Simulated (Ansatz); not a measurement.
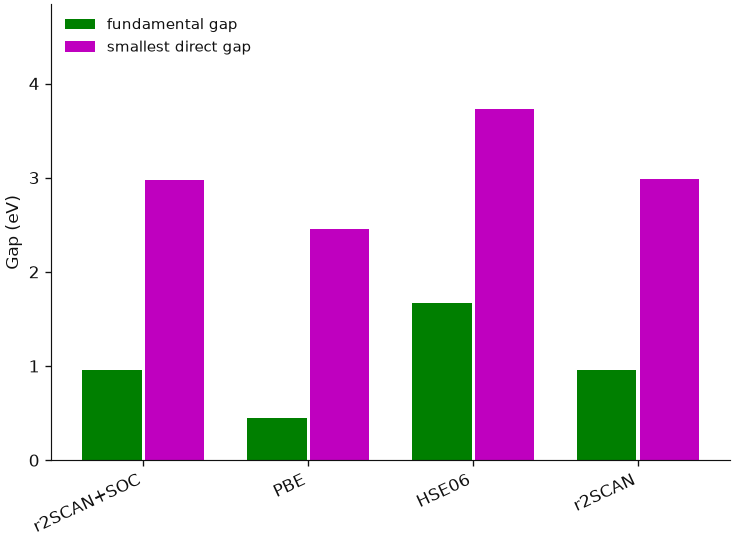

Gaps of GaN, space group Fm-3m (No. 225), 2 atoms in the cell, rocksalt type, hydrostatic strain +1.0%, at several levels of theory on one cell (Ansatz, plane waves and PAW; edges over the mesh and the special points).

Q: How does the gap depend on the level, and does its kind change?

A: In rising order: PBE 0.44 eV, r2SCAN 0.96 eV, r2SCAN+SOC 0.96 eV and HSE06 1.67 eV. It is indirect at every level.
